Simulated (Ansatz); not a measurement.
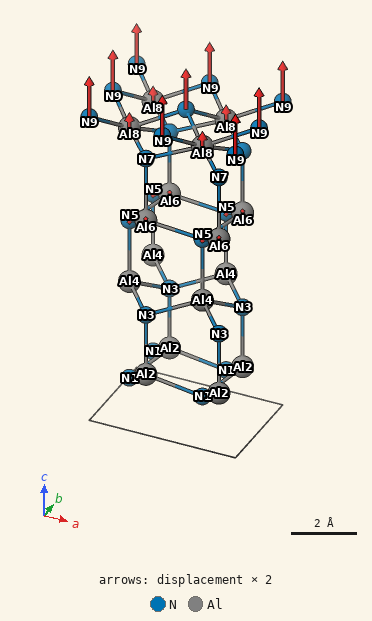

A constrained relaxation of a slab of composition Al4N5 (cut from the P6_3mc phase). The starting structure is drawn; red arrows show the displacements, magnified 2 times.

Style: ball-and-stick. Shown: the 2 × 2 repeat of the cell, outlined in the plane, without the vacuum, slightly off an axis.

Case: N put at a hollow Al-N site. The slab is the (0 0 1) face of AlN with N on it. 4 atoms are held fixed.

Level of theory: Ansatz, DFT r2SCAN, scalar-relativistic, plane waves, PAW.

The input:
```yaml
crystal:
  lattice:
    - [3.106665338, 0.0, 0.0]
    - [-1.553332669, 2.6904511037, 0.0]
    - [0.0, 0.0, 27.0569797326]
  atoms:
    - { symbol: "N", position: [0.3333333333, 0.6666666667, 0.3141518412] }
    - { symbol: Al, position: [0.6666666667, 0.3333333333, 0.3359344817] }
    - { symbol: "N", position: [0.6666666667, 0.3333333333, 0.4061503734] }
    - { symbol: Al, position: [0.3333333333, 0.6666666667, 0.427933014] }
    - { symbol: "N", position: [0.3333333333, 0.6666666667, 0.5001793777] }
    - { symbol: Al, position: [0.6666666667, 0.3333333333, 0.518033107] }
    - { symbol: "N", position: [0.6666666667, 0.3333333333, 0.5910704309] }
    - { symbol: Al, position: [0.3333333333, 0.6666666667, 0.6099840395] }
    - { symbol: "N", position: [0.0, 0.0, 0.6358553676], spin: 3.0 }
basis:
  ecutwfc: 500
kpoints:
  mp_grid: { grid: [9, 9, 1] }
hamiltonian:
  xc: r2scan
scf:
  occupations: { method: gaussian, width: 0.05 }
output:
  forces: true
  eigenvalues: true
  populations: true
  write_density: true
  write_potential: true
  elf: true
  volumetric_format: npy
magnetization:
  spin_polarized: true
relax:
  adjacent_minimum: "off"
  f_tol: 0.03
  max_steps: 70
  constraints: [{ sites: [0, 1, 2, 3] }]
efield:
  axis: 3
  dipole_correction: true
  ramp_width: 0.04
```

Command:
```bash
ansatz run input.yaml --threads 2 --pin off --max-ram 5120MiB --backend cpu --events-out ev --progress --plain --runs-dir out
```

Which element moves most?

Nitrogen: up to 0.66 Å, against 0.25 Å for aluminium.

What did the optimiser do to the structure, and how much energy did it gain?

The largest move is that of N9, 0.66 Å along the normal (+c). By element the largest moves are N 0.66 Å, Al 0.25 Å. The lattice vectors keep their values. Among the contacts that change: Al8–N9 1.925 → 2.108 Å, Al6–N7 1.976 → 1.869 Å, N7–Al8 1.865 → 1.965 Å, Al4–N5 1.955 → 1.878 Å. Among the angles between lasting bonds that change: Al8–N9–Al8 107.6° → 94.9°, N9–Al8–N9 107.6° → 94.9°, N7–Al8–N9 69.6° → 80.0°. Over 6 geometry steps the energy falls by 1.954 eV per cell of the calculation. The largest force component goes from 6.4 to 0.013 eV/Å. The run may lie on a higher electronic state than the lowest, so the end point isn't shown to be the ground-state structure.

Limits of the set-up: the periodic images lie only 3.1 Å apart, so the values are limited by the cell's size.
